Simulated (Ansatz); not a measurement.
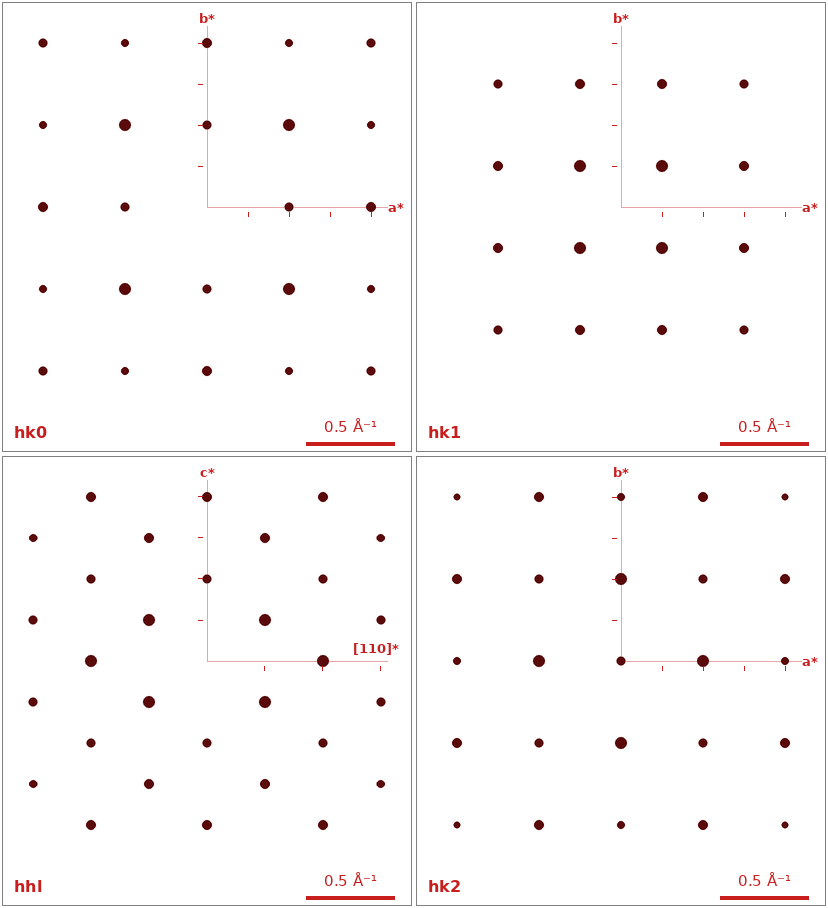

Simulated precession-type sections (X-rays; kinematic intensities, B = 0.5 Å²). The ticks mark integer indices of the conventional cell.

The compound is SiC. Structure: coordinates from a relaxation (final pressure about 13 GPa) with DFT PBEsol, scalar-relativistic, plane waves, PAW in Ansatz; the starting structure was generated, so it need not be a known form of this composition.

Question: What cell do the layers give?

Answer: a* = 0.234, b* = 0.234, c* = 0.234 Å⁻¹; the cell is cubic with a = 4.28 Å.

Question: Which reflection conditions do the layers show?

Answer: Reflections are present only under these conditions. hkl: h + k = 2n, h + l = 2n; hk0: h = 2n, k = 2n; hhl: h + l = 2n; h00: h = 2n. The lattice is face-centred (F).

Question: Which space groups fit?

Answer: The intensities have Laue symmetry m-3m (the hk0 layer shows 4mm, hk1 shows 4mm). With these conditions the candidates are F432 (No. 209), F-43m (No. 216), Fm-3m (No. 225). Diffraction geometry alone does not choose among them; the structure has F-43m.
